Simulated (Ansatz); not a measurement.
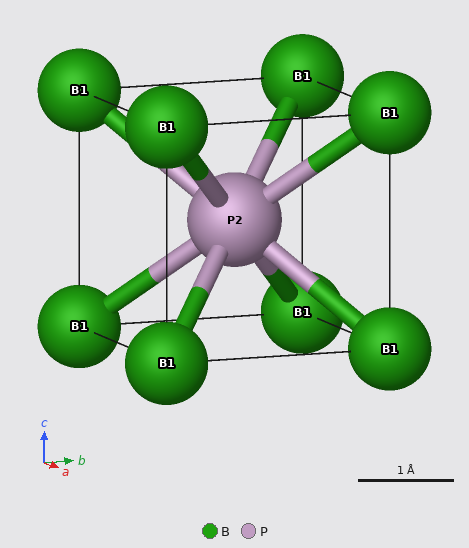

**Figure 1.** The structure as given in the input (ball-and-stick view of the cell of the calculation, seen slightly off an axis; atoms are numbered from 1 in the order of the input). Near neighbours in the crystal (not all of them lie inside the picture): B has 8 P at 2.18 Å; P has 8 B at 2.18 Å.

Run report: BP, elastic-constant calculation (part 1 of 2)

System: BP (2 atoms in the cell).
Method: DFT LDA, scalar-relativistic, plane waves, PAW, no spin polarisation (Ansatz 0.2.0).

It belongs to a series of runs on one base structure; here: elastic constants, atoms relaxed. Figures and captions count atoms from 1; the log counts them from 0 in places.

## Log
```
Engine: ansatz 0.2.0, x86_64-unknown-linux-gnu
Pseudopotentials: kind: paw
Pseudopotential: B, paw, valence charge 3, recommended cutoff 420 eV (normal), B.paw.azcp
Pseudopotential: P, paw, valence charge 5, recommended cutoff 420 eV (normal), P.paw.azcp
Functional definition: SPW92
  exchange = slater_x
  correlation = pw_c
Crystal: 2 atoms, lattice volume = 16.039 Å³
Basis set: ecut = 420 eV, 305 PW (Γ)
Bands: 8, of which v1, the nominal top of the filled ones, is band 4 counted from 1 (3 counted from 0)
Symmetry: 48 space group operations
Space group: Pm-3m (ITA 221), of the structure as read, at distance tolerance 2.5e-5 Å
k-points: 165 of 4096
Non-local potential: B, projectors of the file, l = 0: 2, l = 1: 2, l = 2: 1
Non-local potential: P, projectors of the file, l = 0: 2, l = 1: 2, l = 2: 2
PAW form: soft (Blöchl's): semilocal exchange-correlation on the pseudo side does not see the compensation charge
PAW frozen core: B, regenerated for the run's functional, and the local potential with it (the file was generated under x = pbe(κ = 0.804, μ = 0.2195149727645171), c = pbe(β = 0.06672455060314922))
PAW frozen core: P, regenerated for the run's functional, and the local potential with it (the file was generated under x = pbe(κ = 0.804, μ = 0.2195149727645171), c = pbe(β = 0.06672455060314922))
PAW one-centre angular grid: B, 110 points (default); XC on 64 Gauss nodes
PAW one-centre angular grid: P, 110 points (default); XC on 64 Gauss nodes
Initial density: superposition of atomic densities (neutral atoms: chi_scale 0, normalization atom), corrected by the library's trained network
Initial wavefunctions: pseudopotential atomic-orbital guess
Functional: x = slater, c = lda
SCF iter   1: F=—  HF=-872.709982 eV  |F-HF|=—  |Δ(HF+E_count)|=         —  Δρ=7.89e-3  dr2=7.17e-3  ethr=1.77e-3  ⟨swp⟩=5.3  Hψ=23608  notcnv=0  defer=7
automatic band count: the SCF goes on with 12 bands, as 8 were too few: the levels above may hold too much charge
preconditioner: auto → none  [metal: Δε(μ)=0.008 eV  Ē_g=18.946 eV  σ=0.150 eV  W_gap=0.01  n_scr=0 (ndim 8)  ℏωp=26.2 eV  f_vac=0.000  D(μ)=0.67/eV (n_scr^D=6)]
SCF iter   2: F=—  HF=-872.707302 eV  |F-HF|=—  |Δ(HF+E_count)|=   2.68e-3  Δρ=3.19e-3  dr2=8.70e-4  ethr=8.96e-5  ⟨swp⟩=1.0  Hψ=3301  notcnv=0  defer=5
SCF iter   3: F=—  HF=-872.707027 eV  |F-HF|=—  |Δ(HF+E_count)|=   2.75e-4  Δρ=1.06e-3  dr2=9.86e-5  ethr=1.09e-5  ⟨swp⟩=1.8  Hψ=1998  notcnv=0  defer=5
SCF iter   4: F=—  HF=-872.707000 eV  |F-HF|=—  |Δ(HF+E_count)|=   2.68e-5  Δρ=1.49e-4  dr2=1.13e-6  ethr=1.23e-6  ⟨swp⟩=2.0  Hψ=2315  notcnv=0  defer=5
SCF iter   5: F=—  HF=-872.707001 eV  |F-HF|=—  |Δ(HF+E_count)|=   3.84e-7  Δρ=8.91e-6  dr2=1.30e-8  ethr=1.41e-8  ⟨swp⟩=1.0  Hψ=1695  notcnv=0  defer=5
SCF iter   6: F=—  HF=-872.707001 eV  |F-HF|=—  |Δ(HF+E_count)|=   6.22e-9  Δρ=4.99e-7  dr2=1.49e-11  ethr=1.62e-10  ⟨swp⟩=2.3  Hψ=2368  notcnv=0  defer=5
SCF iter   7: F=—  HF=-872.707001 eV  |F-HF|=—  |Δ(HF+E_count)|=  7.96e-12  Δρ=6.71e-8  dr2=6.48e-13  ethr=1.86e-13 (applied; sched 1.00e-12)  ⟨swp⟩=2.6  Hψ=2441  notcnv=0  defer=138
SCF iter   8: F=-872.707001 eV  HF=-872.707001 eV  |F-HF|=2.27e-13  |Δ(HF+E_count)|=  4.55e-13  Δρ=6.04e-9  dr2=4.61e-15  ethr=1.00e-12  ⟨swp⟩=7.2  Hψ=7622  notcnv=0
SCF 1 converged in 8 iterations: F = -872.707001 eV  dr2 = 4.61e-15
  greatest PAW one-centre occupation: 0.811 electrons in one spin orbital (limit 2), on the P atom at site 1 (counted from 0), in its partial waves of l = 0
Crystal: 2 atoms, lattice volume = 15.879 Å³
Bands: 12, of which v1, the nominal top of the filled ones, is band 4 counted from 1 (3 counted from 0)
Symmetry: 16 space group operations
k-points: 405 of 4096
Initial density: handed on by an earlier stage of this run
Initial wavefunctions: those handed on with the density
iter 1 solved again at ethr=2.53e-6 eV; its pass at ethr=3.10e-3 eV (dr2=2.03e-4 eV) is discarded
SCF iter   1: F=—  HF=-872.667361 eV  |F-HF|=—  |Δ(HF+E_count)|=         —  Δρ=1.34e-3  dr2=2.03e-4  ethr=2.53e-6  ⟨swp⟩=2.5  Hψ=33313  notcnv=0  defer=301
preconditioner: auto → none  [metal: Δε(μ)=0.009 eV  Ē_g=19.086 eV  σ=0.150 eV  W_gap=0.02  n_scr=0 (ndim 8)  ℏωp=26.4 eV  f_vac=0.000  D(μ)=0.66/eV (n_scr^D=6)]
SCF iter   2: F=—  HF=-872.667308 eV  |F-HF|=—  |Δ(HF+E_count)|=   5.32e-5  Δρ=5.47e-4  dr2=1.89e-5  ethr=2.53e-6  ⟨swp⟩=1.8  Hψ=4794  notcnv=0  defer=301
SCF iter   3: F=—  HF=-872.667305 eV  |F-HF|=—  |Δ(HF+E_count)|=   2.42e-6  Δρ=2.43e-4  dr2=3.57e-6  ethr=2.37e-7  ⟨swp⟩=1.1  Hψ=4267  notcnv=0  defer=301
SCF iter   4: F=—  HF=-872.667306 eV  |F-HF|=—  |Δ(HF+E_count)|=   2.96e-7  Δρ=1.08e-5  dr2=1.32e-8  ethr=4.46e-8  ⟨swp⟩=1.0  Hψ=4109  notcnv=0  defer=301
SCF iter   5: F=—  HF=-872.667306 eV  |F-HF|=—  |Δ(HF+E_count)|=   5.28e-7  Δρ=8.82e-7  dr2=7.99e-11  ethr=1.65e-10  ⟨swp⟩=2.2  Hψ=5377  notcnv=0  defer=301
SCF iter   6: F=—  HF=-872.667306 eV  |F-HF|=—  |Δ(HF+E_count)|=  4.89e-11  Δρ=1.10e-7  dr2=1.66e-12  ethr=9.99e-13 (applied; sched 1.00e-12)  ⟨swp⟩=2.4  Hψ=5810  notcnv=0  defer=301
SCF iter   7: F=-872.667306 eV  HF=-872.667306 eV  |F-HF|=0.00e0  |Δ(HF+E_count)|=  9.09e-13  Δρ=8.64e-9  dr2=6.97e-15  ethr=1.00e-12  ⟨swp⟩=4.0  Hψ=11456  notcnv=0
SCF 2 converged in 7 iterations: F = -872.667306 eV  dr2 = 6.97e-15
Crystal: 2 atoms, lattice volume = 16.200 Å³
Basis set: ecut = 420 eV, 313 PW (Γ)
iter 1 solved again at ethr=8.56e-9 eV; its pass at ethr=3.10e-3 eV (dr2=6.85e-7 eV) is discarded
SCF iter   1: F=—  HF=-872.744675 eV  |F-HF|=—  |Δ(HF+E_count)|=         —  Δρ=9.73e-5  dr2=6.63e-7  ethr=8.56e-9  ⟨swp⟩=2.1  Hψ=32629  notcnv=0  defer=210
preconditioner: auto → none  [metal: Δε(μ)=0.004 eV  Ē_g=18.831 eV  σ=0.150 eV  W_gap=0.01  n_scr=0 (ndim 8)  ℏωp=26.1 eV  f_vac=0.000  D(μ)=0.68/eV (n_scr^D=6)]
SCF iter   2: F=—  HF=-872.744675 eV  |F-HF|=—  |Δ(HF+E_count)|=   6.31e-8  Δρ=4.73e-5  dr2=1.32e-7  ethr=8.28e-9  ⟨swp⟩=1.0  Hψ=4114  notcnv=0  defer=210
SCF iter   3: F=—  HF=-872.744675 eV  |F-HF|=—  |Δ(HF+E_count)|=  9.86e-10  Δρ=6.83e-6  dr2=6.91e-9  ethr=1.66e-9  ⟨swp⟩=1.0  Hψ=4114  notcnv=0  defer=210
SCF iter   4: F=—  HF=-872.744675 eV  |F-HF|=—  |Δ(HF+E_count)|=   1.93e-9  Δρ=1.22e-6  dr2=2.73e-10  ethr=8.64e-11  ⟨swp⟩=2.3  Hψ=5249  notcnv=0  defer=210
SCF iter   5: F=—  HF=-872.744675 eV  |F-HF|=—  |Δ(HF+E_count)|=  9.52e-11  Δρ=1.32e-7  dr2=1.94e-12  ethr=3.41e-12  ⟨swp⟩=2.0  Hψ=5175  notcnv=0  defer=210
SCF iter   6: F=-872.744675 eV  HF=-872.744675 eV  |F-HF|=6.82e-13  |Δ(HF+E_count)|=  9.09e-13  Δρ=9.38e-9  dr2=9.02e-15  ethr=1.00e-12  ⟨swp⟩=4.0  Hψ=11547  notcnv=0
SCF 3 converged in 6 iterations: F = -872.744675 eV  dr2 = 9.02e-15
  greatest PAW one-centre occupation: 0.812 electrons in one spin orbital (limit 2), on the P atom at site 1 (counted from 0), in its partial waves of l = 0
Crystal: 2 atoms, lattice volume = 16.119 Å³
SCF iter   1: F=—  HF=-872.726134 eV  |F-HF|=—  |Δ(HF+E_count)|=         —  Δρ=1.99e-6  dr2=4.19e-10  ethr=1.00e-12  ⟨swp⟩=8.4  Hψ=31960  notcnv=0  defer=142
preconditioner: auto → none  [metal: Δε(μ)=0.014 eV  Ē_g=18.895 eV  σ=0.150 eV  W_gap=0.02  n_scr=0 (ndim 8)  ℏωp=26.2 eV  f_vac=0.000  D(μ)=0.67/eV (n_scr^D=6)]
SCF iter   2: F=—  HF=-872.726134 eV  |F-HF|=—  |Δ(HF+E_count)|=  9.05e-11  Δρ=7.77e-7  dr2=2.55e-11  ethr=1.00e-12  ⟨swp⟩=1.9  Hψ=8856  notcnv=0  defer=142
SCF iter   3: F=—  HF=-872.726134 eV  |F-HF|=—  |Δ(HF+E_count)|=  7.50e-12  Δρ=3.43e-7  dr2=3.24e-12  ethr=3.18e-13 (applied; sched 1.00e-12)  ⟨swp⟩=1.5  Hψ=4702  notcnv=0  defer=344
SCF iter   4: F=—  HF=-872.726134 eV  |F-HF|=—  |Δ(HF+E_count)|=  3.87e-12  Δρ=7.04e-8  dr2=1.22e-13  ethr=4.05e-14 (applied; sched 1.00e-12)  ⟨swp⟩=1.0  Hψ=4139  notcnv=0  defer=668
SCF iter   5: F=-872.726134 eV  HF=-872.726134 eV  |F-HF|=0.00e0  |Δ(HF+E_count)|=  1.14e-13  Δρ=2.39e-9  dr2=2.82e-16  ethr=1.00e-12  ⟨swp⟩=3.4  Hψ=10067  notcnv=0
SCF 4 converged in 5 iterations: F = -872.726134 eV  dr2 = 2.82e-16
Crystal: 2 atoms, lattice volume = 15.959 Å³
SCF iter   1: F=—  HF=-872.687371 eV  |F-HF|=—  |Δ(HF+E_count)|=         —  Δρ=3.52e-6  dr2=7.06e-10  ethr=1.00e-12  ⟨swp⟩=7.6  Hψ=30735  notcnv=0  defer=45
preconditioner: auto → none  [metal: Δε(μ)=0.008 eV  Ē_g=19.020 eV  σ=0.150 eV  W_gap=0.01  n_scr=0 (ndim 8)  ℏωp=26.3 eV  f_vac=0.000  D(μ)=0.67/eV (n_scr^D=6)]
SCF iter   2: F=—  HF=-872.687371 eV  |F-HF|=—  |Δ(HF+E_count)|=  1.69e-11  Δρ=1.66e-6  dr2=1.28e-10  ethr=1.00e-12  ⟨swp⟩=1.4  Hψ=8495  notcnv=0  defer=44
SCF iter   3: F=—  HF=-872.687371 eV  |F-HF|=—  |Δ(HF+E_count)|=  2.27e-11  Δρ=3.19e-7  dr2=1.29e-11  ethr=1.00e-12  ⟨swp⟩=1.0  Hψ=4143  notcnv=0  defer=44
SCF iter   4: F=—  HF=-872.687371 eV  |F-HF|=—  |Δ(HF+E_count)|=  3.41e-12  Δρ=4.49e-8  dr2=1.47e-13  ethr=1.61e-13 (applied; sched 1.00e-12)  ⟨swp⟩=2.1  Hψ=4962  notcnv=0  defer=432
SCF iter   5: F=-872.687371 eV  HF=-872.687371 eV  |F-HF|=2.27e-13  |Δ(HF+E_count)|=    0.00e0  Δρ=6.56e-9  dr2=3.12e-15  ethr=1.00e-12  ⟨swp⟩=3.1  Hψ=9895  notcnv=0
SCF 5 converged in 5 iterations: F = -872.687371 eV  dr2 = 3.12e-15
Symmetry: 8 space group operations
k-points: 657 of 4096
iter 1 solved again at ethr=2.87e-6 eV; its pass at ethr=3.10e-3 eV (dr2=2.30e-4 eV) is discarded
SCF iter   1: F=—  HF=-872.707239 eV  |F-HF|=—  |Δ(HF+E_count)|=         —  Δρ=1.52e-3  dr2=2.47e-4  ethr=2.87e-6  ⟨swp⟩=2.1  Hψ=53352  notcnv=0  defer=592
preconditioner: auto → none  [metal: Δε(μ)=0.001 eV  Ē_g=18.960 eV  σ=0.150 eV  W_gap=0.00  n_scr=0 (ndim 8)  ℏωp=26.2 eV  f_vac=0.000  D(μ)=0.67/eV (n_scr^D=6)]
SCF iter   2: F=—  HF=-872.707161 eV  |F-HF|=—  |Δ(HF+E_count)|=   7.76e-5  Δρ=6.06e-4  dr2=3.83e-5  ethr=2.87e-6  ⟨swp⟩=1.0  Hψ=6680  notcnv=0  defer=592
SCF iter   3: F=—  HF=-872.707147 eV  |F-HF|=—  |Δ(HF+E_count)|=   1.40e-5  Δρ=3.44e-5  dr2=1.22e-7  ethr=4.78e-7  ⟨swp⟩=1.1  Hψ=6768  notcnv=0  defer=592
SCF iter   4: F=—  HF=-872.707147 eV  |F-HF|=—  |Δ(HF+E_count)|=   4.62e-7  Δρ=1.31e-5  dr2=2.75e-8  ethr=1.52e-9  ⟨swp⟩=2.2  Hψ=9272  notcnv=0  defer=592
SCF iter   5: F=—  HF=-872.707147 eV  |F-HF|=—  |Δ(HF+E_count)|=   8.86e-9  Δρ=1.10e-6  dr2=8.25e-11  ethr=3.44e-10  ⟨swp⟩=1.8  Hψ=7889  notcnv=0  defer=592
SCF iter   6: F=—  HF=-872.707147 eV  |F-HF|=—  |Δ(HF+E_count)|=  1.30e-11  Δρ=1.83e-7  dr2=1.17e-12  ethr=1.03e-12  ⟨swp⟩=2.1  Hψ=9018  notcnv=0  defer=592
SCF iter   7: F=-872.707147 eV  HF=-872.707147 eV  |F-HF|=0.00e0  |Δ(HF+E_count)|=  6.82e-13  Δρ=1.57e-9  dr2=2.44e-16  ethr=1.00e-12  ⟨swp⟩=3.9  Hψ=17893  notcnv=0
SCF 6 converged in 7 iterations: F = -872.707147 eV  dr2 = 2.44e-16
iter 1 solved again at ethr=8.68e-9 eV; its pass at ethr=3.10e-3 eV (dr2=6.94e-7 eV) is discarded
SCF iter   1: F=—  HF=-872.707148 eV  |F-HF|=—  |Δ(HF+E_count)|=         —  Δρ=5.95e-5  dr2=7.02e-7  ethr=8.68e-9  ⟨swp⟩=1.9  Hψ=50222  notcnv=0  defer=520
SCF iter   2: F=—  HF=-872.707147 eV  |F-HF|=—  |Δ(HF+E_count)|=   2.37e-7  Δρ=1.24e-5  dr2=1.85e-8  ethr=8.68e-9  ⟨swp⟩=2.2  Hψ=8204  notcnv=0  defer=520
SCF iter   3: F=—  HF=-872.707147 eV  |F-HF|=—  |Δ(HF+E_count)|=   5.50e-9  Δρ=5.70e-6  dr2=1.67e-9  ethr=2.31e-10  ⟨swp⟩=2.0  Hψ=8656  notcnv=0  defer=520
SCF iter   4: F=—  HF=-872.707147 eV  |F-HF|=—  |Δ(HF+E_count)|=  1.90e-11  Δρ=4.43e-7  dr2=1.31e-11  ethr=2.09e-11  ⟨swp⟩=1.0  Hψ=6682  notcnv=0  defer=520
SCF iter   5: F=-872.707147 eV  HF=-872.707147 eV  |F-HF|=6.82e-13  |Δ(HF+E_count)|=  1.14e-12  Δρ=3.26e-8  dr2=8.33e-14  ethr=1.00e-12  ⟨swp⟩=3.0  Hψ=24582  notcnv=0
SCF 7 converged in 5 iterations: F = -872.707147 eV  dr2 = 8.33e-14
```
